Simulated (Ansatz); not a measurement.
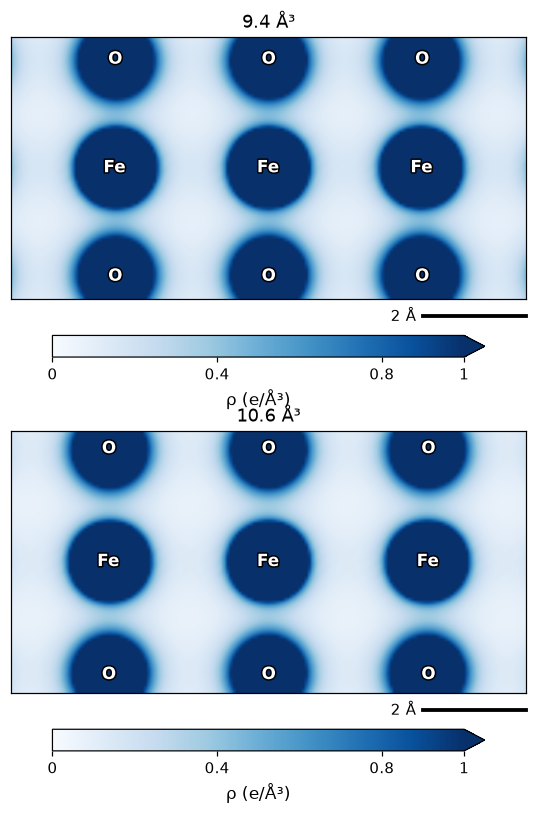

FeO. The valence charge density (pseudo) of cells scaled evenly to different volumes (given per atom above each panel), on the (101̄) plane of each (indices in the axes of the cell below), at one length scale and on one colour scale.

Spin-polarised.

Method: Kohn-Sham DFT of a periodic cell, PBE, Ansatz PAW (Ansatz 0.2.0).

The largest cell:

```xyz
2
Lattice="0.0000 2.1977 2.1977 2.1977 0.0000 2.1977 2.1977 2.1977 0.0000" Properties=species:S:1:pos:R:3 pbc="T T T"
Fe    0.0000    0.0000    0.0000
O     2.1977    2.1977    2.1977
```

| volume (Å³/atom) | Fe–O contact in the plane (Å) | ρ at its midpoint (e/Å³) | pressure (GPa) | largest moment (μB) | 
| --- | --- | --- | --- | --- |
| 9.41 | 2.111 | 0.444 | 12.9 | 3.42 | 
| 10.01 | 2.155 | ? | ? | ? | 
| 10.61 | 2.198 | 0.371 | −9.6 | 3.48 | 

**Estimate the missing row, and compare with the calculation.**

Over the known rows ln ρ falls by 2.06 per Å of Fe–O distance (the line through the two), which gives 0.405 e/Å³ at 2.155 Å; the calculation gives 0.404 e/Å³. For the pressure, a straight line in volume between the neighbouring rows gives 1.7 GPa; the calculation gives −0.2, lower because pressure rises ever faster on compression. For the largest moment, a straight line in volume between the neighbouring rows gives 3.45 μB; the calculation gives 3.45.
